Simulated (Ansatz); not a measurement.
System: W.

Input

```
crystal:
  lattice:
    - [-1.5973, 1.5973, 1.5973]
    - [1.5973, -1.5973, 1.5973]
    - [1.5973, 1.5973, -1.5973]
  atoms:
    - { symbol: W, position: [0.0, 0.0, 0.0] }
basis:
  ecutwfc: 420
kpoints:
  mp_grid: { grid: [18, 18, 18] }
hamiltonian:
  xc: pbe
scf:
  occupations: { method: gaussian, width: 0.1 }
output:
  forces: true
  stress: true
  eigenvalues: true
  write_density: true
  write_potential: true
  elf: true
  volumetric_format: npy
relax:
  adjacent_minimum: "off"
  f_tol: 0.005
  max_steps: 80
  cell: { stress_tol: 0.05 }
```

Command:

```sh
ansatz run input.yaml --threads 1 --pin off --max-ram 3072MiB --backend cpu --events-out ev --progress --plain --runs-dir out
```

Below, planes, directions and counts refer to the conventional cell (a = 3.18 Å, b = 3.18 Å, c = 3.18 Å, α = 90.00°, β = 90.00°, γ = 90.00°).

The fields are those of the relaxed geometry.

Space group Im-3m.

The calculation used Ansatz 0.2.0, DFT PBE, scalar-relativistic, plane waves, PAW.

Q: What can the converged valence pseudo-density and electron localisation function tell about the bonding?

A: W–W (2.76 Å): ρ is about 0.41 e/Å³ halfway; the ELF is about 0.40 at the midpoint.

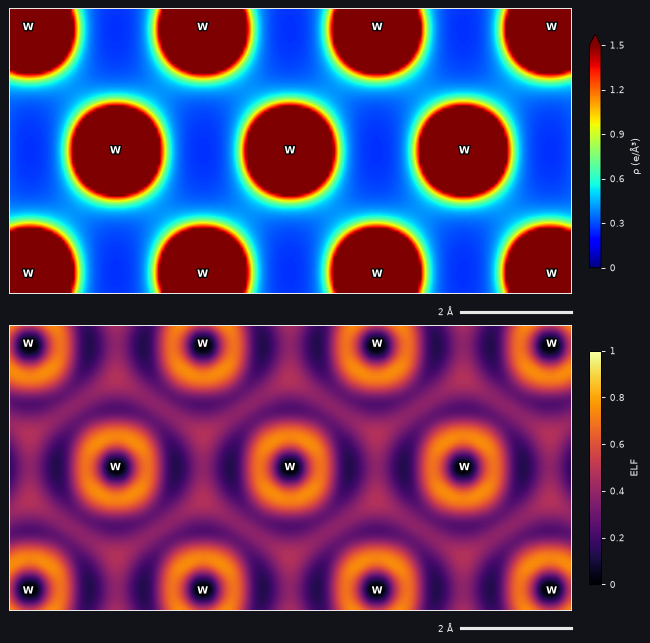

Computed valence pseudo-density and electron localisation function on the (011) plane of the conventional cell, in this order. 
